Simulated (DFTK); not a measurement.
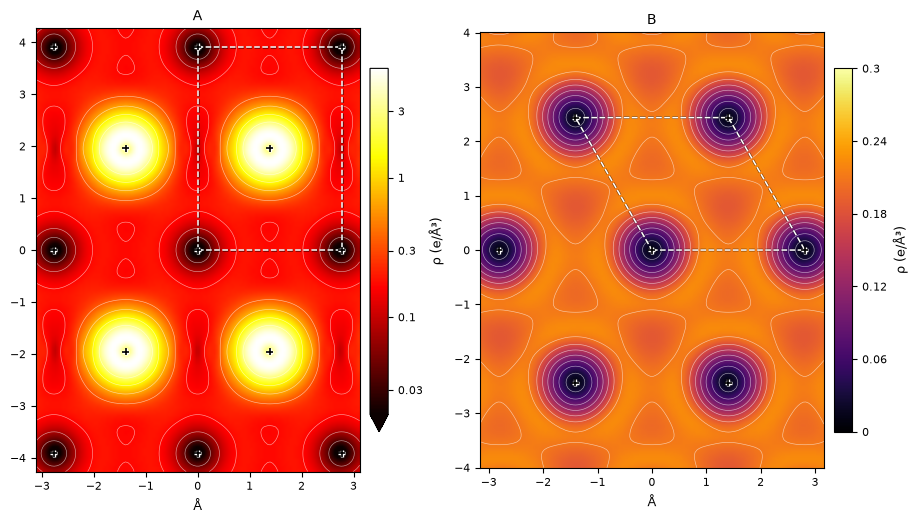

The valence charge density (pseudo) of 2 systems, each on a plane through atoms (crosses mark nuclei in the plane).

All numbers below come from DFTK, Kohn-Sham DFT of a periodic cell, PBE, dojo.nc.sr.PBE.v0_4_1.standard.upf.

System 1: AlO, the (11̄0) plane of the conventional cell. Space group Pm-3m; a generated structure, not necessarily the stable one.

```
Al O
1.0
     2.76919    0.00000    0.00000
     0.00000    2.76919    0.00000
     0.00000    0.00000    2.76919
Al O
1 1
Direct
  0.50000 0.50000 0.50000
  0.00000 0.00000 0.00000
```

System 2: Al, the (001) plane of the conventional cell. Space group P6₃/mmc; a structure from a database of computed crystals, not necessarily the ambient phase.

```
Al
1.0
     2.81246    0.00000    0.00000
    -1.40623    2.43566    0.00000
     0.00000    0.00000    4.86685
Al
2
Direct
  0.33333 0.66667 0.25000
  0.66667 0.33333 0.75000
```

**Which map belongs to which system?**

Panel A is system 1, AlO: the plane holds Al and O. Al–O (2.40 Å): ρ is about 0.25 e/Å³ halfway. Panel B is system 2, Al: the plane holds Al. Al–Al (2.81 Å): the density is about 0.21 e/Å³ at the midpoint.
